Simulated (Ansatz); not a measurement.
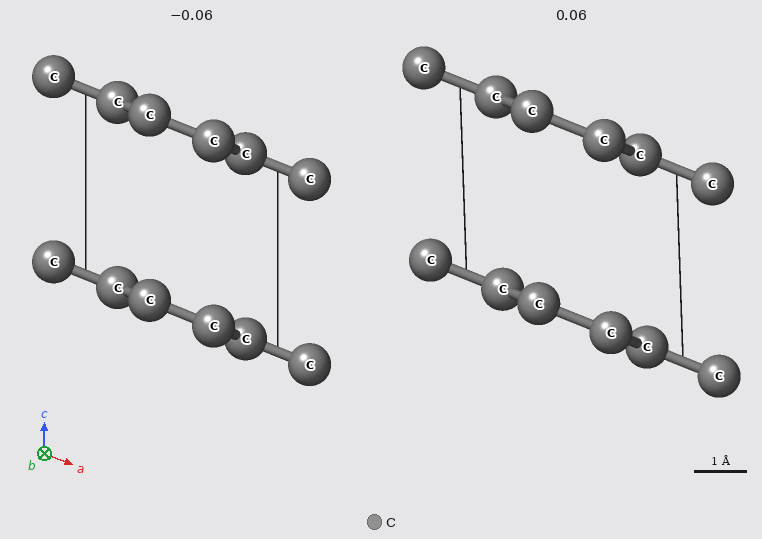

A crystal of C (set up in C2/m), under biaxial strain in the a–b plane (c relaxed, atoms fixed by symmetry), with energies (extrapolated to zero smearing) counted from the relaxed crystal, which is the row at zero. The picture shows the first and the last member. Style: ball-and-stick. Shown: the cell of the calculation, along the b axis.

Computed with Ansatz 0.2.0: DFT PBE+D3(BJ), scalar-relativistic, plane waves, PAW. (plane-wave cutoff 420 eV; k-point mesh 8 × 12 × 8; occupations gaussian; smearing width 0.02 eV; no spin polarisation; force threshold 0.008 eV/Å)

| strain | energy (meV/atom) | a (Å) | b (Å) | c (Å) |
| --- | --- | --- | --- | --- |
| −0.06 | 304.31 | 4.013 | 2.317 | 3.591 |
| −0.04 | 130.12 | 4.099 | 2.366 | 3.613 |
| −0.02 | 30.88 | 4.184 | 2.416 | 3.627 |
| 0.0 | 0.00 | 4.269 | 2.465 | 3.660 |
| 0.02 | ? | ? | ? | ? |
| 0.04 | 102.78 | 4.440 | 2.564 | 3.701 |
| 0.06 | 218.83 | 4.526 | 2.613 | 3.732 |

### One row is withheld. What does the calculation give there?

A parabola through three neighbouring rows (0.0, 0.04, 0.06) gives, with Lagrange weights, (0.3333)(0.00) + (1.0000)(102.78) + (−0.3333)(218.83) = 29.84 meV/atom. The calculation gives 27.16 meV/atom (a = 4.355 Å, b = 2.514 Å, c = 3.671 Å). The estimate is 2.68 meV/atom too high. From the first member to the last: C–C 1.338 → 1.508 Å.

The whole series:

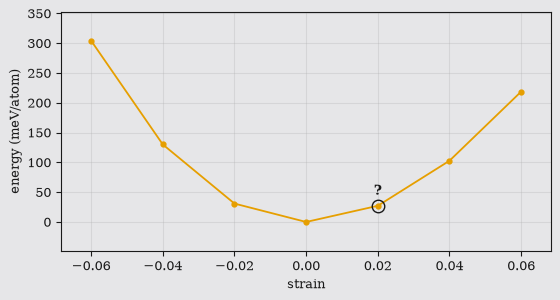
